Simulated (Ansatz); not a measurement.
## Single-point calculation, with input and output: GaN

GaN (4 atoms in the cell), computed with DFT PBE, scalar-relativistic, plane waves, PAW, no spin polarisation (Ansatz 0.2.0).

The structure derives from an entry of the Crystallography Open Database. It belongs to a series of runs on one base structure; here: strain +0.025 along x and y, +0.025 along z, atoms carried along. Figures and captions count atoms from 1; the log counts them from 0 in places.

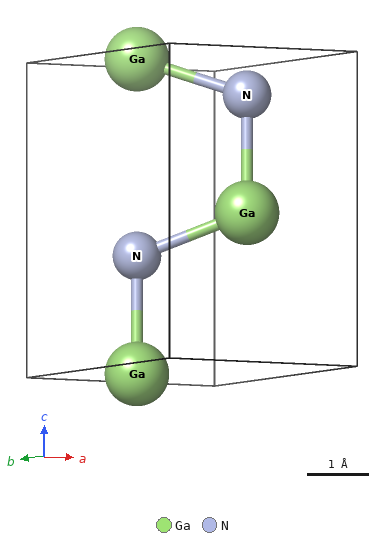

Fig. 1: The structure as given in the input (ball-and-stick view of the cell of the calculation, seen at an oblique angle). An atom can appear more than once, as a periodic image.

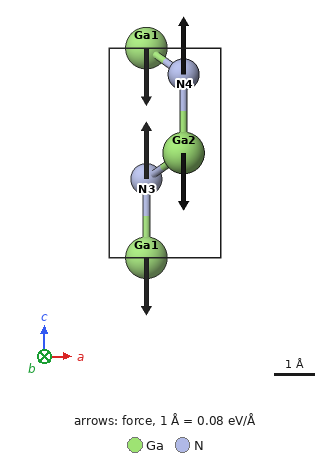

Fig. 2: Forces on the atoms as black arrows (ball-and-stick view of the cell of the calculation, along the b axis; atoms are numbered from 1 in the order of the input). The largest act on Ga1, Ga2 (0.12 eV/Å); N3, N4 (0.12 eV/Å). The geometry is not a stationary point of this energy.

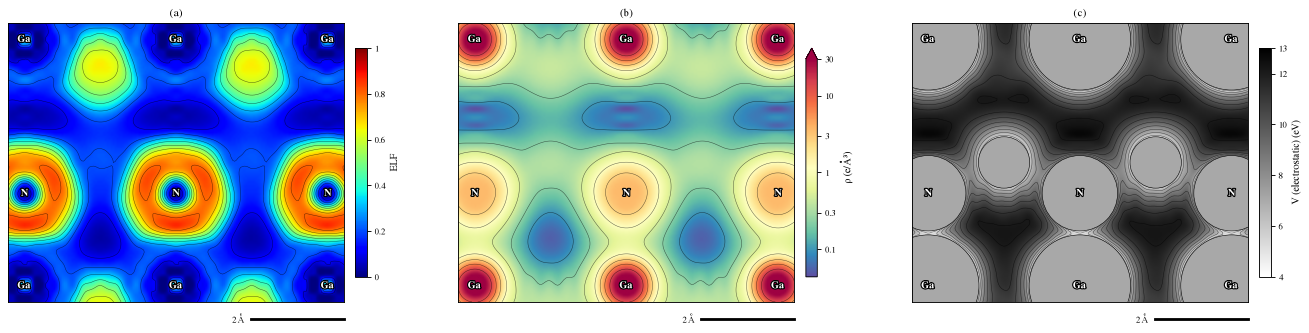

Fig. 3: (a) ELF; (b) valence charge density (pseudo); (c) electrostatic potential energy of an electron on the (100) plane of the conventional cell. Grey discs, where drawn, cover atomic cores. Ga–N (1.99 Å): ρ at the midpoint is about 0.69 e/Å³; the ELF is about 0.45 at the midpoint. Away from the nuclei the density in this plane falls to 0.04 e/Å³ at its lowest. Outside the cores the potential energy rises away from the atoms and is highest about 1.3 Å from the nearest atoms; outside the discs it spans about 8 eV, and its zero is arbitrary. Core electrons are frozen (PAW), so the fields are smoothed inside the atomic spheres.

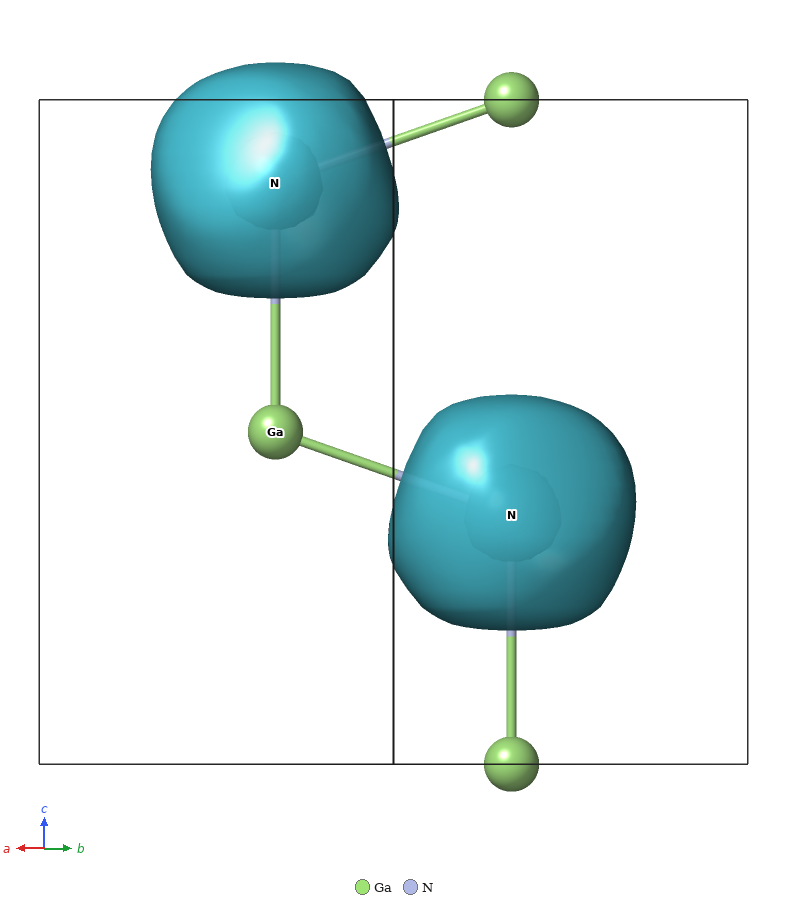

Fig. 4: Isosurface of the ELF at 0.6 (cyan), seen along [110]. Only the valence region is drawn (cores and ρ < 0.01 e/Å³ removed). Sticks mark near contacts. The outline is the cell set on symmetry axes. Profiles from the grid: Ga–N (1.99 Å): the ELF is about 0.45 at the midpoint.

The input that produced these results follows, with the program's output.

The input:
```yaml
crystal:
  lattice:
    - [3.259499652, 0.0, 0.0]
    - [-1.629749826, 2.8228095022, 0.0]
    - [0.0, 0.0, 5.29515]
  atoms:
    - { symbol: Ga, position: [0.3333333333, 0.6666666667, 0.0] }
    - { symbol: Ga, position: [0.6666666667, 0.3333333333, 0.5] }
    - { symbol: "N", position: [0.3333333333, 0.6666666667, 0.375] }
    - { symbol: "N", position: [0.6666666667, 0.3333333333, 0.875] }
basis:
  ecutwfc: 420
kpoints:
  mp_grid: { grid: [12, 12, 6] }
hamiltonian:
  xc: pbe
scf:
  occupations: { method: gaussian, width: 0.05 }
output:
  forces: true
  stress: true
  eigenvalues: true
  write_density: true
  write_potential: true
  elf: true
  volumetric_format: npy
```

Run as:
```bash
ansatz run input.yaml --threads 1 --pin off --max-ram 2560MiB --backend cpu --events-out ev --progress --plain --runs-dir out
```

Output:
```
Engine: ansatz 0.2.0, x86_64-unknown-linux-gnu
Pseudopotentials: kind: paw
Pseudopotential: Ga, paw, valence charge 13, recommended cutoff 420 eV (normal), Ga.paw.azcp
Pseudopotential: N, paw, valence charge 5, recommended cutoff 420 eV (normal), N.paw.azcp
Functional definition: PBE
  parameter kappa = 0.804
  parameter beta = 0.06672455060314922
  exchange = pbe_x(kappa = kappa, mu = beta*pi^2/3)
  correlation = pbe_c(beta = beta)
Crystal: 4 atoms, lattice volume = 48.720 Å³
Basis set: ecut = 420 eV, 989 PW (Γ), exchange–correlation on 48×48×72 points (8 copies of the dense FFT grid, shifted against one another)
Bands: 22, of which v1, the nominal top of the filled ones, is band 18 counted from 1 (17 counted from 0)
Symmetry: 12 space group operations
Space group: P63mc (ITA 186), of the structure as read, at distance tolerance 3.7e-5 Å
k-points: 76 of 864 (time reversal used)
Non-local potential: Ga, projectors of the file, l = 0: 2, l = 1: 2, l = 2: 3, l = 3: 1
Non-local potential: N, projectors of the file, l = 0: 2, l = 1: 2, l = 2: 1
PAW form: soft (Blöchl's): semilocal exchange-correlation on the pseudo side does not see the compensation charge
PAW one-centre angular grid: Ga, 590 points (default); XC on 64 Gauss nodes
PAW one-centre angular grid: N, 110 points (default); XC on 64 Gauss nodes
Initial density: superposition of atomic densities (neutral atoms: chi_scale 0, normalization atom), corrected by the library's trained network
Initial wavefunctions: pseudopotential atomic-orbital guess
Functional: x = pbe(κ = 0.804, μ = 0.2195149727645171), c = pbe(β = 0.06672455060314922)
SCF iter   1: F=—  HF=-8335.804745 eV  |F-HF|=—  |Δ(HF+E_count)|=         —  Δρ=9.63e-4  dr2=3.47e-4  ethr=1.77e-3  ⟨swp⟩=5.2  Hψ=6649  notcnv=0
preconditioner: auto → Resta (q_TF=auto, 2.594 Å⁻¹)  ε∞=4.9  [insulator: Δε(μ)=1.463 eV  Ē_g=16.139 eV  σ=0.050 eV  W_gap=1.00  n_scr=22 (ndim 8)  ℏωp=31.9 eV  f_vac=0.012  D(μ)=0.00/eV (n_scr^D=0)  ε∞_Penn≈4.9]
SCF iter   2: F=—  HF=-8335.805233 eV  |F-HF|=—  |Δ(HF+E_count)|=   4.88e-4  Δρ=4.01e-4  dr2=3.35e-5  ethr=9.64e-7  ⟨swp⟩=2.1  Hψ=3663  notcnv=0
SCF iter   3: F=—  HF=-8335.805366 eV  |F-HF|=—  |Δ(HF+E_count)|=   1.33e-4  Δρ=1.93e-4  dr2=8.76e-6  ethr=9.31e-8  ⟨swp⟩=2.0  Hψ=2852  notcnv=0
SCF iter   4: F=—  HF=-8335.805398 eV  |F-HF|=—  |Δ(HF+E_count)|=   3.26e-5  Δρ=6.76e-5  dr2=1.68e-6  ethr=2.43e-8  ⟨swp⟩=2.0  Hψ=3001  notcnv=0
SCF iter   5: F=—  HF=-8335.805402 eV  |F-HF|=—  |Δ(HF+E_count)|=   4.03e-6  Δρ=2.32e-5  dr2=1.37e-7  ethr=4.68e-9  ⟨swp⟩=2.0  Hψ=3037  notcnv=0
SCF iter   6: F=-8335.805403 eV  HF=-8335.805403 eV  |F-HF|=2.29e-9  |Δ(HF+E_count)|=   3.04e-7  Δρ=4.61e-6  dr2=8.47e-9  ethr=2.78e-10  ⟨swp⟩=8.2  Hψ=10888  notcnv=0
SCF 1 converged in 6 iterations: F = -8335.805403 eV  dr2 = 8.47e-9
  greatest PAW one-centre occupation: 0.995 electrons in one spin orbital (limit 2), on the Ga atom at site 1 (counted from 0), in its partial waves of l = 2
SCF converged after 6 iterations
Free energy (F): -8335.805403 eV
Harris-Foulkes:  -8335.805403 eV  (|F-HF|=2.29e-9)
Internal energy: -8335.805403 eV  (E = F + TS)
E sigma→0 (E₀):  -8335.805403 eV
Fermi energy:    9.493246 eV
--- Per-component energies (eV) ---
  E_band       = -40.679174
  E_kinetic    = 489.391107
  E_local      = -4004.429001  (includes V_loc(G=0)·N_el)
  E_nonlocal   = 948.481399
  E_hartree    = 1833.779707
  E_xc         = -255.782695
  E_vxc        = -265.859447  (∫ρ·V_xc dr)
  E_paw        = -4241.073300  (= ΣΔE_a)
  E_vpaw       = -875.822659  (= ΣTr[D̂ρ^β])
  E_aug_tail   = 0.000022  (compensation charges beyond the density's cutoff)
  E_ewald      = -3106.172642
  E_smearing   = -0.000000  (= −TS)
  E_closure    = 0.000000  (closes the sum)
  Σ components = -8335.805403   (vs F -8335.805403, Δ=0.00e0)
--- Forces (eV/Å), atoms counted from 1 ---
  atom   1  Ga    -0.00000000    -0.00000000    -0.11697817
  atom   2  Ga     0.00000000     0.00000000    -0.11697817
  atom   3  N      0.00000000    -0.00000000     0.11696266
  atom   4  N     -0.00000000     0.00000000     0.11696266
  max |Σ_I F_I| component: 3.10e-5 eV/Å
--- Stress (GPa, compression-positive) ---
       -6.128886       0.000000       0.000000
        0.000000      -6.128886      -0.000000
        0.000000       0.000000      -4.557989
  P = ⅓ Tr σ = -5.6053 GPa (-56.053 kbar)
--- Band table (eV; the first three rows and the last of 76) ---
  k-point 0: bands = ["-6.6990", "-6.0105", "-4.6997", "-4.6822", "-4.6822", "-4.6320", "-4.6320", "-4.4816", "-4.4816", "-4.3990", "-4.3990", "-3.1203", "2.0819", "7.7858", "7.7858", "8.7010", "8.7568", "8.7568", "10.2285", "12.5863", "17.5839", "18.2617"]
  k-point 1: bands = ["-6.6288", "-6.0276", "-4.6811", "-4.6811", "-4.6729", "-4.6373", "-4.6373", "-4.4740", "-4.4740", "-4.4027", "-4.4027", "-3.3653", "2.5247", "7.8478", "7.8478", "7.8575", "8.6892", "8.6892", "10.9582", "12.6403", "17.3985", "18.2983"]
  k-point 2: bands = ["-6.4479", "-6.0945", "-4.6760", "-4.6760", "-4.6506", "-4.6506", "-4.5662", "-4.4550", "-4.4550", "-4.4141", "-4.4141", "-3.8695", "3.6161", "6.4719", "8.0189", "8.0189", "8.5047", "8.5047", "11.9452", "12.7262", "17.0185", "17.4664"]
  k-point 75: bands = ["-5.8899", "-5.8899", "-4.5847", "-4.5847", "-4.5715", "-4.5715", "-4.4630", "-4.4630", "-4.4419", "-4.4419", "-2.7222", "-2.7222", "2.8763", "2.8763", "4.9056", "4.9056", "7.3849", "7.3849", "14.7807", "14.7807", "15.8927", "15.8927"]
```

Summary:

| quantity | value |
| --- | --- |
| outcome | converged |
| space group (tolerance 0.01 Å) | P6₃mc (186) |
| electrons treated | 36 |
| free energy | −8335.8054 eV |
| Fermi energy | 9.493 eV |
| gap on the k-point mesh | 1.47 eV |
| pressure | −5.61 GPa |
| largest force (length of the vector) | 0.117 eV/Å |
| hardware | 1 thread of Intel Xeon (Sapphire Rapids), 32 GiB of memory available, shared host |
| wall time | 5.8 s |
| peak memory | 0.43 GiB |

Remarks:

The cell is under a tension of 5.6 GPa at this level, so it is not at its equilibrium volume.
